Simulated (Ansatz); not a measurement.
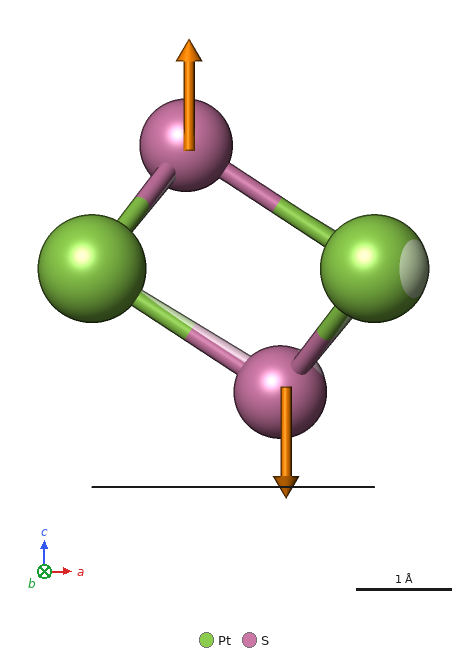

A slab of composition PtS2 at its r2SCAN-relaxed geometry, drawn pale, and a changed version of it, drawn solid. The orange arrows show how the atoms are displaced (without the part that the change of the cell carries along), magnified 20 times. A ball-and-stick model of the 1 × 2 repeat of the cell, outlined in the plane, without the vacuum, seen along the b axis.

Computed with Ansatz 0.2.0, DFT, PBE, plane waves, PAW. (plane-wave cutoff 420 eV; k-point mesh 12 × 12 × 1; occupations fermi dirac; smearing width 0.02 eV; no spin polarisation)

### What was done to the structure, and with what result?

The cell is strained by 0.0 % along the normal (+c) and −3.0 % across it (volume −5.9 %). The atoms were relaxed with r2SCAN under that strain, and this is a single point on that geometry. Energy change: +40.1 meV per atom. The largest forces, 0.17 eV/Å, act on 2 S atoms of the calculation's cell. The forces point along the displacements, not back (a soft direction, or forces left over where the reference was relaxed at another level) (cosine 1.00). The band gap: 1.81 eV before, 1.79 eV after. Among the bonded contacts that change: Pt–S 2.389 → 2.369 Å. The space group stays P-3m1 (No. 164).
